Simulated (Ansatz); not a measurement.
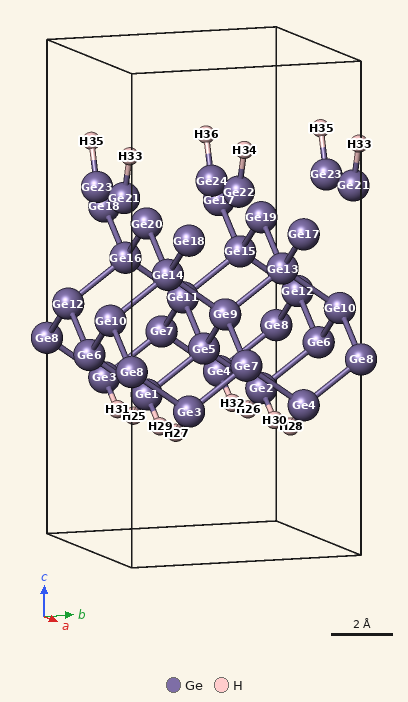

*The input geometry (ball-and-stick view of the cell of the calculation, with the vacuum cut short, seen slightly off an axis; atoms are numbered from 1 in the order of the input). An atom can appear more than once, as a periodic image.*

# Run report: Ge$_{2}$H, geometry relaxation (part 1 of 3)

System: Ge$_{2}$H (slab, 36 atoms in the cell).
Method: DFT PBE+D3(BJ), scalar-relativistic, plane waves, PAW, no spin polarisation (Ansatz 0.2.0).

The structure derives from an entry of the Crystallography Open Database. The input holds or restrains some coordinates. Forces given for the steps count only the free coordinates. It belongs to a series of runs on one base structure; here: clean slab, lower planes held. Figures and captions count atoms from 1; the log counts them from 0 in places.

The input
```yaml
crystal:
  lattice:
    - [8.0601468066, 0.0, 0.0]
    - [0.0, 8.0601468066, 0.0]
    - [0.0, 0.0, 25.4739764922]
  atoms:
    - { symbol: Ge, position: [0.5, 0.25, 0.3487223879] }
    - { symbol: Ge, position: [0.5, 0.75, 0.3487223879] }
    - { symbol: Ge, position: [0.0, 0.25, 0.3487223879] }
    - { symbol: Ge, position: [0.0, 0.75, 0.3487223879] }
    - { symbol: Ge, position: [0.5, 0.5, 0.4046557879] }
    - { symbol: Ge, position: [0.5, 0.0, 0.4046557879] }
    - { symbol: Ge, position: [0.0, 0.5, 0.4046557879] }
    - { symbol: Ge, position: [0.0, 0.0, 0.4046557879] }
    - { symbol: Ge, position: [0.75, 0.5, 0.4605891879] }
    - { symbol: Ge, position: [0.75, 0.0, 0.4605891879] }
    - { symbol: Ge, position: [0.25, 0.5, 0.4605891879] }
    - { symbol: Ge, position: [0.25, 0.0, 0.4605891879] }
    - { symbol: Ge, position: [0.75, 0.75, 0.5165225878] }
    - { symbol: Ge, position: [0.75, 0.25, 0.5165225878] }
    - { symbol: Ge, position: [0.25, 0.75, 0.5165225878] }
    - { symbol: Ge, position: [0.25, 0.25, 0.5165225878] }
    - { symbol: Ge, position: [0.0, 0.75, 0.5724559878] }
    - { symbol: Ge, position: [0.0, 0.25, 0.5724559878] }
    - { symbol: Ge, position: [0.5, 0.75, 0.5724559878] }
    - { symbol: Ge, position: [0.5, 0.25, 0.5724559878] }
    - { symbol: Ge, position: [0.9100467127, 0.0, 0.6283893878] }
    - { symbol: Ge, position: [0.9100467127, 0.5, 0.6283893878] }
    - { symbol: Ge, position: [0.5899532873, 0.0, 0.6283893878] }
    - { symbol: Ge, position: [0.5899532873, 0.5, 0.6283893878] }
    - { symbol: H, position: [0.3450102959, 0.25, 0.3140459835] }
    - { symbol: H, position: [0.3450102959, 0.75, 0.3140459835] }
    - { symbol: H, position: [0.8450102959, 0.25, 0.3140459835] }
    - { symbol: H, position: [0.8450102959, 0.75, 0.3140459835] }
    - { symbol: H, position: [0.6549897041, 0.25, 0.3140459835] }
    - { symbol: H, position: [0.6549897041, 0.75, 0.3140459835] }
    - { symbol: H, position: [0.1549897041, 0.25, 0.3140459835] }
    - { symbol: H, position: [0.1549897041, 0.75, 0.3140459835] }
    - { symbol: H, position: [0.9758519657, 0.0, 0.6859540165] }
    - { symbol: H, position: [0.9758519657, 0.5, 0.6859540165] }
    - { symbol: H, position: [0.5241480343, 0.0, 0.6859540165] }
    - { symbol: H, position: [0.5241480343, 0.5, 0.6859540165] }
basis:
  ecutwfc: 420
kpoints:
  mp_grid: { grid: [3, 3, 1] }
hamiltonian:
  xc: pbe
  dispersion: d3bj
scf:
  occupations: { method: gaussian, width: 0.1 }
output:
  forces: true
  eigenvalues: true
relax:
  adjacent_minimum: "off"
  f_tol: 0.03
  max_steps: 70
  constraints: [{ sites: [0, 1, 2, 3, 4, 5, 6, 7, 8, 9, 10, 11] }]
efield:
  axis: 3
  dipole_correction: true
  ramp_width: 0.04
```

Launch command:
```bash
ansatz run input.yaml --threads 8 --pin off --max-ram 20480MiB --backend cpu --events-out ev --progress --plain --runs-dir out
```

The program's output
```
Engine: ansatz 0.2.0, aarch64-unknown-linux-gnu
Pseudopotentials: kind: paw
Pseudopotential: Ge, paw, valence charge 14, recommended cutoff 420 eV (normal), Ge.paw.azcp
Pseudopotential: H, paw, valence charge 1, recommended cutoff 420 eV (normal), H.paw.azcp
Functional definition: PBE
  parameter kappa = 0.804
  parameter beta = 0.06672455060314922
  exchange = pbe_x(kappa = kappa, mu = beta*pi^2/3)
  correlation = pbe_c(beta = beta)
Crystal: 36 atoms, lattice volume = 1654.942 Å³
Basis set: ecut = 420 eV, 32413 PW (Γ), exchange–correlation on 108×108×360 points (8 copies of the dense FFT grid, shifted against one another)
Bands: 210, of which v1, the nominal top of the filled ones, is band 174 counted from 1 (173 counted from 0)
Symmetry: 8 space group operations
Space group: Pmm2 (ITA 25), of the structure as read, at distance tolerance 1.2e-4 Å
k-points: 4 of 9
Non-local potential: Ge, projectors of the file, l = 0: 2, l = 1: 2, l = 2: 3, l = 3: 1
Non-local potential: H, projectors of the file, l = 0: 2, l = 1: 1
PAW form: soft (Blöchl's): semilocal exchange-correlation on the pseudo side does not see the compensation charge
PAW one-centre angular grid: Ge, 590 points (default); XC on 64 Gauss nodes
PAW one-centre angular grid: H, 110 points (default); XC on 64 Gauss nodes
Initial density: superposition of atomic densities (neutral atoms: chi_scale 0, normalization atom), corrected by the library's trained network
Initial wavefunctions: pseudopotential atomic-orbital guess
Functional: x = pbe(κ = 0.804, μ = 0.2195149727645171), c = pbe(β = 0.06672455060314922)
SCF iter   1: F=—  HF=-103270.998399 eV  |F-HF|=—  |Δ(HF+E_count)|=         —  Δρ=1.18e-3  dr2=6.12e-2  ethr=1.77e-3  p=-0.118 e·Å  D=-1.29e-2 V/Å  ΔV_dip=0.33 eV  dr2_dipole=3.45e-3  V_vac-E_F(+/−)=4.49/4.16 eV  ⟨swp⟩=6.2  Hψ=3178  notcnv=0  defer=17
efield: sawtooth ramp at fractional position 0.9800 (placed from the atoms, in the widest stretch of the axis that holds none; the zero of the levels goes with the place), width 0.0400; the density the first Hamiltonian is built on has a dipole p = -0.118 e·Å; the dipole correction subtracts the counter field D = -1.29e-2 V/Å, which shifts the + side's vacuum level by +0.33 eV against the − side's; the planar-averaged density in the ramp window peaks in size at 1.1e-5 e/Å³
preconditioner: auto → Resta (q_TF=auto, 2.104 Å⁻¹)  ε∞=1.6  [insulator: Δε(μ)=0.656 eV  Ē_g=21.741 eV  σ=0.100 eV  W_gap=1.00  n_scr=252 (ndim 8)  ℏωp=17.0 eV  f_vac=0.597  D(μ)=0.00/eV (n_scr^D=0)  ε∞_Penn≈1.6  vacuum switching on, ρ_ref=3.4e-2 e/Å³]
SCF iter   2: F=—  HF=-103270.993507 eV  |F-HF|=—  |Δ(HF+E_count)|=   4.89e-3  Δρ=7.39e-4  dr2=4.87e-2  ethr=1.76e-5  p=-0.026 e·Å  D=-2.84e-3 V/Å  ΔV_dip=0.07 eV  dr2_dipole=1.80e-2  V_vac-E_F(+/−)=4.25/4.18 eV  ⟨swp⟩=3.0  Hψ=1869  notcnv=0  defer=37
SCF iter   3: F=—  HF=-103271.002695 eV  |F-HF|=—  |Δ(HF+E_count)|=   9.19e-3  Δρ=6.16e-4  dr2=1.09e-1  ethr=1.40e-5  p=-0.157 e·Å  D=-1.72e-2 V/Å  ΔV_dip=0.44 eV  dr2_dipole=5.06e-2  V_vac-E_F(+/−)=4.35/3.92 eV  ⟨swp⟩=2.0  Hψ=879  notcnv=0  defer=37  recentre
SCF iter   4: F=—  HF=-103270.989671 eV  |F-HF|=—  |Δ(HF+E_count)|=   1.30e-2  Δρ=4.56e-4  dr2=8.71e-3  ethr=1.40e-5  p=-0.059 e·Å  D=-6.50e-3 V/Å  ΔV_dip=0.17 eV  dr2_dipole=1.91e-3  V_vac-E_F(+/−)=4.28/4.11 eV  ⟨swp⟩=2.0  Hψ=978  notcnv=0  defer=38
SCF iter   5: F=—  HF=-103270.990982 eV  |F-HF|=—  |Δ(HF+E_count)|=   1.31e-3  Δρ=2.21e-4  dr2=9.31e-4  ethr=2.50e-6  p=-0.072 e·Å  D=-7.84e-3 V/Å  ΔV_dip=0.20 eV  dr2_dipole=2.87e-7  V_vac-E_F(+/−)=4.25/4.05 eV  ⟨swp⟩=2.0  Hψ=830  notcnv=0  defer=38
SCF iter   6: F=—  HF=-103270.991625 eV  |F-HF|=—  |Δ(HF+E_count)|=   6.43e-4  Δρ=4.52e-5  dr2=3.33e-5  ethr=2.67e-7  p=-0.068 e·Å  D=-7.43e-3 V/Å  ΔV_dip=0.19 eV  dr2_dipole=3.09e-9  V_vac-E_F(+/−)=4.21/4.02 eV  ⟨swp⟩=2.0  Hψ=939  notcnv=0  defer=38
SCF iter   7: F=-103270.991660 eV  HF=-103270.991658 eV  |F-HF|=1.71e-6  |Δ(HF+E_count)|=   3.31e-5  Δρ=1.69e-5  dr2=5.26e-6  ethr=6.47e-9  p=-0.068 e·Å  D=-7.42e-3 V/Å  ΔV_dip=0.19 eV  dr2_dipole=1.21e-8  V_vac-E_F(+/−)=4.21/4.02 eV  ⟨swp⟩=11.8  Hψ=3684  notcnv=0
SCF 1 converged in 7 iterations: F = -103270.991660 eV  dr2 = 5.26e-6
  greatest PAW one-centre occupation: 0.998 electrons in one spin orbital (limit 2), on the Ge atom at site 3 (counted from 0), in its partial waves of l = 2
relax step   1: F+E_penalty+E_count = -103270.99166000 eV  Δ(F+E_penalty+E_count) = +0.000e0 eV  max|allowed force component| = 1.006e0 eV/Å  Δτ_max = 0.0000 Å  (7 SCF iters, dr2 threshold 2.25e-5 eV, accepted)
Initial density: handed on by an earlier stage of this run
Initial wavefunctions: those handed on with the density
iter 1 solved again at ethr=1.49e-4 eV; its pass at ethr=3.10e-3 eV (dr2=5.20e-1 eV) is discarded
SCF iter   1: F=—  HF=-103271.550288 eV  |F-HF|=—  |Δ(HF+E_count)|=         —  Δρ=7.43e-3  dr2=5.33e-1  ethr=1.49e-4  p=-0.068 e·Å  D=-7.42e-3 V/Å  ΔV_dip=0.19 eV  dr2_dipole=3.19e-2  V_vac-E_F(+/−)=4.37/4.18 eV  ⟨swp⟩=1.2  Hψ=2658  notcnv=0  defer=90
efield: sawtooth ramp at fractional position 0.9800 (handed on by an earlier solve), width 0.0400; the density the first Hamiltonian is built on has a dipole p = -0.068 e·Å; the dipole correction subtracts the counter field D = -7.42e-3 V/Å, which shifts the + side's vacuum level by +0.19 eV against the − side's; the planar-averaged density in the ramp window peaks in size at 2.9e-6 e/Å³
preconditioner: auto → Resta (q_TF=auto, 2.104 Å⁻¹)  ε∞=1.6  [insulator: Δε(μ)=0.960 eV  Ē_g=21.834 eV  σ=0.100 eV  W_gap=1.00  n_scr=252 (ndim 8)  ℏωp=17.0 eV  f_vac=0.602  D(μ)=0.00/eV (n_scr^D=0)  ε∞_Penn≈1.6  vacuum switching on, ρ_ref=3.5e-2 e/Å³]
SCF iter   2: F=—  HF=-103271.525085 eV  |F-HF|=—  |Δ(HF+E_count)|=   2.52e-2  Δρ=3.56e-3  dr2=3.59e-1  ethr=1.49e-4  p=0.194 e·Å  D=2.12e-2 V/Å  ΔV_dip=-0.54 eV  dr2_dipole=1.41e-1  V_vac-E_F(+/−)=4.04/4.58 eV  ⟨swp⟩=2.2  Hψ=909  notcnv=0  defer=90
SCF iter   3: F=—  HF=-103271.709629 eV  |F-HF|=—  |Δ(HF+E_count)|=   1.85e-1  Δρ=2.92e-3  dr2=1.80e0  ethr=1.03e-4  p=-0.323 e·Å  D=-3.53e-2 V/Å  ΔV_dip=0.90 eV  dr2_dipole=7.95e-1  V_vac-E_F(+/−)=4.66/3.76 eV  ⟨swp⟩=2.5  Hψ=1090  notcnv=0  defer=113  recentre
SCF iter   4: F=—  HF=-103271.484075 eV  |F-HF|=—  |Δ(HF+E_count)|=   2.26e-1  Δρ=1.00e-3  dr2=9.75e-3  ethr=1.03e-4  p=0.030 e·Å  D=3.29e-3 V/Å  ΔV_dip=-0.08 eV  dr2_dipole=1.19e-3  V_vac-E_F(+/−)=4.25/4.34 eV  ⟨swp⟩=2.2  Hψ=990  notcnv=0  defer=109
SCF iter   5: F=—  HF=-103271.485008 eV  |F-HF|=—  |Δ(HF+E_count)|=   9.32e-4  Δρ=1.85e-4  dr2=9.71e-4  ethr=2.80e-6  p=0.003 e·Å  D=3.01e-4 V/Å  ΔV_dip=-0.01 eV  dr2_dipole=1.35e-5  V_vac-E_F(+/−)=4.31/4.32 eV  ⟨swp⟩=2.0  Hψ=957  notcnv=0  defer=109
SCF iter   6: F=—  HF=-103271.484998 eV  |F-HF|=—  |Δ(HF+E_count)|=   9.92e-6  Δρ=8.40e-5  dr2=2.65e-4  ethr=2.79e-7  p=-0.004 e·Å  D=-4.46e-4 V/Å  ΔV_dip=0.01 eV  dr2_dipole=3.49e-6  V_vac-E_F(+/−)=4.32/4.31 eV  ⟨swp⟩=2.0  Hψ=920  notcnv=0  defer=109
SCF iter   7: F=-103271.484999 eV  HF=-103271.484992 eV  |F-HF|=6.30e-6  |Δ(HF+E_count)|=   5.35e-6  Δρ=3.51e-5  dr2=1.80e-5  ethr=1.82e-8  p=-0.009 e·Å  D=-9.33e-4 V/Å  ΔV_dip=0.02 eV  dr2_dipole=2.50e-8  V_vac-E_F(+/−)=4.33/4.31 eV  ⟨swp⟩=11.0  Hψ=3865  notcnv=0
SCF 2 converged in 7 iterations: F = -103271.484999 eV  dr2 = 1.80e-5
[... from here on the iterations of each SCF are left out, up to the last one ...]
relax step   2: F+E_penalty+E_count = -103271.48499867 eV  Δ(F+E_penalty+E_count) = -4.933e-1 eV  max|allowed force component| = 5.298e-1 eV/Å  Δτ_max = 0.1933 Å  (7 SCF iters, dr2 threshold 6.33e-5 eV, accepted)
efield: sawtooth ramp at fractional position 0.9800 (handed on by an earlier solve), width 0.0400; the density the first Hamiltonian is built on has a dipole p = -0.009 e·Å; the dipole correction subtracts the counter field D = -9.34e-4 V/Å, which shifts the + side's vacuum level by +0.02 eV against the − side's; the planar-averaged density in the ramp window peaks in size at 1.0e-6 e/Å³
preconditioner: auto → Resta (q_TF=auto, 2.104 Å⁻¹)  ε∞=1.6  [insulator: Δε(μ)=0.929 eV  Ē_g=21.814 eV  σ=0.100 eV  W_gap=1.00  n_scr=252 (ndim 8)  ℏωp=17.0 eV  f_vac=0.601  D(μ)=0.00/eV (n_scr^D=0)  ε∞_Penn≈1.6  vacuum switching on, ρ_ref=3.5e-2 e/Å³]
SCF 3 converged in 7 iterations: F = -103271.509066 eV  dr2 = 3.20e-6
relax step   3: F+E_penalty+E_count = -103271.50906649 eV  Δ(F+E_penalty+E_count) = -2.407e-2 eV  max|allowed force component| = 4.754e-1 eV/Å  Δτ_max = 0.1104 Å  (7 SCF iters, dr2 threshold 1.75e-5 eV, accepted)
efield: sawtooth ramp at fractional position 0.9800 (handed on by an earlier solve), width 0.0400; the density the first Hamiltonian is built on has a dipole p = 0.008 e·Å; the dipole correction subtracts the counter field D = 9.16e-4 V/Å, which shifts the + side's vacuum level by -0.02 eV against the − side's; the planar-averaged density in the ramp window peaks in size at 6.2e-7 e/Å³
preconditioner: auto → Resta (q_TF=auto, 2.104 Å⁻¹)  ε∞=1.6  [insulator: Δε(μ)=0.931 eV  Ē_g=21.799 eV  σ=0.100 eV  W_gap=1.00  n_scr=252 (ndim 8)  ℏωp=17.0 eV  f_vac=0.601  D(μ)=0.00/eV (n_scr^D=0)  ε∞_Penn≈1.6  vacuum switching on, ρ_ref=3.4e-2 e/Å³]
SCF 4 converged in 6 iterations: F = -103271.567512 eV  dr2 = 2.56e-5
relax step   4: F+E_penalty+E_count = -103271.56751167 eV  Δ(F+E_penalty+E_count) = -5.845e-2 eV  max|allowed force component| = 2.817e-2 eV/Å  Δτ_max = 0.0810 Å  (6 SCF iters, dr2 threshold 6.26e-5 eV, accepted)
iter 1 solved again at ethr=7.30e-9 eV; its pass at ethr=3.10e-3 eV (dr2=2.54e-5 eV) is discarded
SCF iter   1: F=—  HF=-103271.567377 eV  |F-HF|=—  |Δ(HF+E_count)|=         —  Δρ=1.96e-5  dr2=2.54e-5  ethr=7.30e-9  p=-0.014 e·Å  D=-1.50e-3 V/Å  ΔV_dip=0.04 eV  dr2_dipole=5.78e-12  V_vac-E_F(+/−)=4.31/4.27 eV  ⟨swp⟩=1.0  Hψ=1968  notcnv=0
efield: sawtooth ramp at fractional position 0.9800 (handed on by an earlier solve), width 0.0400; the density the first Hamiltonian is built on has a dipole p = -0.014 e·Å; the dipole correction subtracts the counter field D = -1.50e-3 V/Å, which shifts the + side's vacuum level by +0.04 eV against the − side's; the planar-averaged density in the ramp window peaks in size at 6.6e-7 e/Å³
preconditioner: auto → Resta (q_TF=auto, 2.104 Å⁻¹)  ε∞=1.6  [insulator: Δε(μ)=0.928 eV  Ē_g=21.803 eV  σ=0.100 eV  W_gap=1.00  n_scr=252 (ndim 8)  ℏωp=17.0 eV  f_vac=0.600  D(μ)=0.00/eV (n_scr^D=0)  ε∞_Penn≈1.6  vacuum switching on, ρ_ref=3.4e-2 e/Å³]
SCF iter   2: F=—  HF=-103271.567531 eV  |F-HF|=—  |Δ(HF+E_count)|=   1.55e-4  Δρ=1.42e-5  dr2=2.45e-5  ethr=7.30e-9  p=-0.014 e·Å  D=-1.49e-3 V/Å  ΔV_dip=0.04 eV  dr2_dipole=1.17e-7  V_vac-E_F(+/−)=4.31/4.27 eV  ⟨swp⟩=2.0  Hψ=897  notcnv=0
SCF iter   3: F=—  HF=-103271.567528 eV  |F-HF|=—  |Δ(HF+E_count)|=   3.51e-6  Δρ=8.33e-6  dr2=1.36e-6  ethr=7.03e-9  p=-0.013 e·Å  D=-1.47e-3 V/Å  ΔV_dip=0.04 eV  dr2_dipole=5.61e-9  V_vac-E_F(+/−)=4.31/4.27 eV  ⟨swp⟩=2.0  Hψ=850  notcnv=0
SCF iter   4: F=—  HF=-103271.567528 eV  |F-HF|=—  |Δ(HF+E_count)|=   7.17e-7  Δρ=2.71e-6  dr2=1.96e-6  ethr=3.91e-10  p=-0.014 e·Å  D=-1.49e-3 V/Å  ΔV_dip=0.04 eV  dr2_dipole=8.46e-7  V_vac-E_F(+/−)=4.31/4.27 eV  ⟨swp⟩=2.0  Hψ=925  notcnv=0
SCF iter   5: F=—  HF=-103271.567528 eV  |F-HF|=—  |Δ(HF+E_count)|=   2.09e-7  Δρ=1.07e-6  dr2=1.32e-7  ethr=3.91e-10  p=-0.013 e·Å  D=-1.44e-3 V/Å  ΔV_dip=0.04 eV  dr2_dipole=4.85e-8  V_vac-E_F(+/−)=4.31/4.27 eV  ⟨swp⟩=2.0  Hψ=827  notcnv=0
SCF iter   6: F=-103271.567528 eV  HF=-103271.567528 eV  |F-HF|=3.09e-9  |Δ(HF+E_count)|=   1.01e-8  Δρ=4.70e-7  dr2=4.13e-9  ethr=2.87e-11  p=-0.013 e·Å  D=-1.45e-3 V/Å  ΔV_dip=0.04 eV  dr2_dipole=4.91e-10  V_vac-E_F(+/−)=4.31/4.27 eV  ⟨swp⟩=7.0  Hψ=2373  notcnv=0
SCF 5 converged in 6 iterations: F = -103271.567528 eV  dr2 = 4.13e-9
  greatest PAW one-centre occupation: 0.998 electrons in one spin orbital (limit 2), on the Ge atom at site 1 (counted from 0), in its partial waves of l = 2
relax step   5: F+E_penalty+E_count = -103271.56752818 eV  Δ(F+E_penalty+E_count) = -1.651e-5 eV  max|allowed force component| = 2.814e-2 eV/Å  Δτ_max = 0.0000 Å  (6 SCF iters, accepted)
```

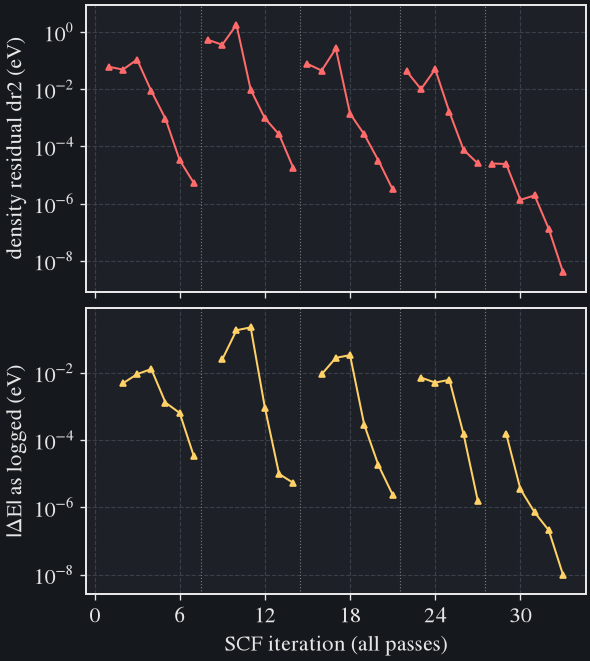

*Convergence of the self-consistent field: density residual dr2 and size of the energy change against the SCF iteration. The dotted lines part the SCF passes of the relaxation: geometry steps, rejected trials and re-solves on a re-selected basis.*

The 5 passes take 6 to 7 iterations each, 33 in all.

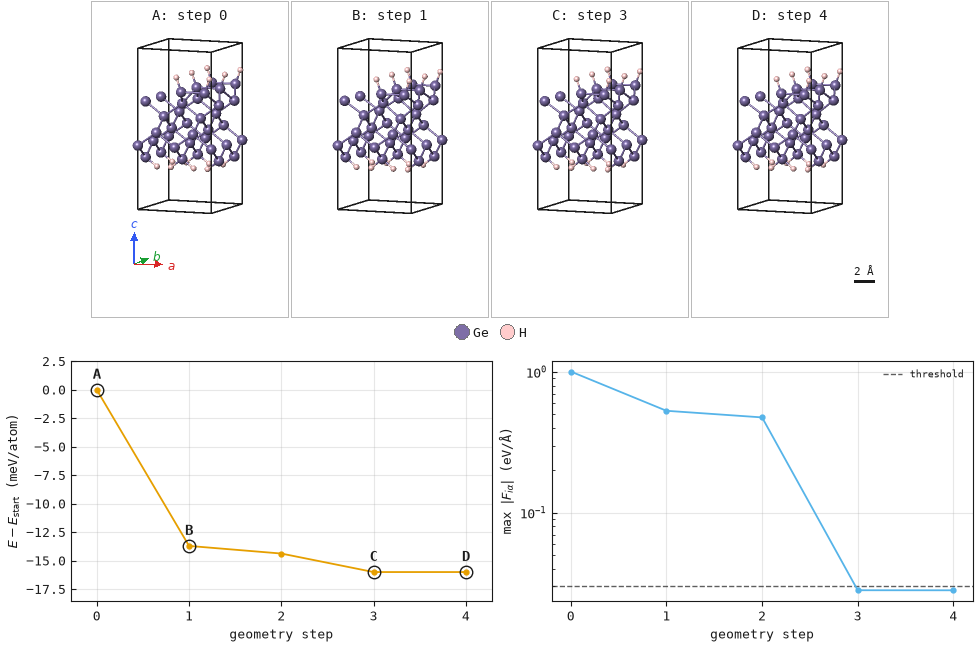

*Frames of the restrained relaxation (ball-and-stick view of the cell of the calculation, with the vacuum cut short, seen slightly off an axis) above the curves, on which the letters mark them (the first geometry is step 0 here and step 1 in the log).*
